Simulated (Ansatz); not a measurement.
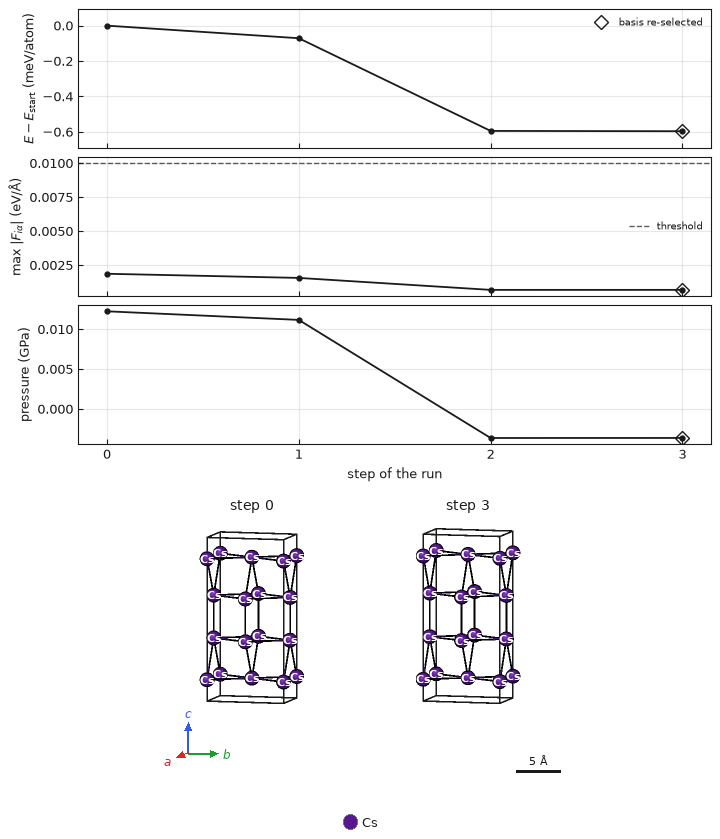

First and last geometry of a relaxation of a crystal of Cs (built on the alpha-gallium_64 type), with the history of the run. The picture is a ball-and-stick view of the conventional cell (2 times the calculation's cell), seen slightly off an axis. Lengths and directions refer to the drawn axes.

Case: alpha-gallium type (Cmce, No. 64).

Level of theory: Ansatz, DFT r2SCAN, scalar-relativistic, plane waves, PAW.

The input:
```yaml
crystal:
  lattice:
    - [4.5325195659, -9.4318828459, 0.0]
    - [4.5325195659, 9.4318828459, 0.0]
    - [0.0, 0.0, 5.8139527893]
  atoms:
    - { symbol: Cs, position: [0.1306919758, 0.8693080242, 0.0013027442] }
    - { symbol: Cs, position: [0.6306919758, 0.3693080242, 0.4986972558] }
    - { symbol: Cs, position: [0.8693080242, 0.1306919758, 0.9986972558] }
    - { symbol: Cs, position: [0.3693080242, 0.6306919758, 0.5013027442] }
basis:
  ecutwfc: 500
kpoints:
  mp_grid: { grid: [6, 6, 8] }
hamiltonian:
  xc: r2scan
scf:
  occupations: { method: gaussian, width: 0.1 }
output:
  forces: true
  stress: true
  eigenvalues: true
relax:
  adjacent_minimum: "off"
  f_tol: 0.01
  max_steps: 80
  cell: { stress_tol: 0.05 }
```

**Did the run converge, and what did it change?**

It converged. The largest moves relative to the cell, 0.006 Å, are those of Cs1, Cs2, Cs3 and Cs4. Cs2 goes roughly along [3 0 −1]. Cell: a 5.814 → 5.748 Å (−1.1 %), b 9.065 → 9.085 Å (+0.2 %), c 18.864 → 19.225 Å (+1.9 %). Volume +1.0 %. Among the contacts that change: Cs1–Cs3 4.931 → 5.018 Å, Cs1–Cs4 5.358 → 5.420 Å, Cs1–Cs2 5.393 → 5.378 Å. The space group (tolerance 0.01 Å) goes from Cmce (No. 64) to Fmmm (No. 69). Over 2 accepted moves (3 points after the start) the energy falls by 0.6 meV per atom. Largest force component: 0.0019 eV/Å at the start, 0.00068 eV/Å at the end. The pressure goes from 0.01 to 0.00 GPa. The SCF was repeated once at an unchanged geometry on a basis and grid sized afresh for the cell, which shifted the energy by less than 0.05 meV per atom at most.
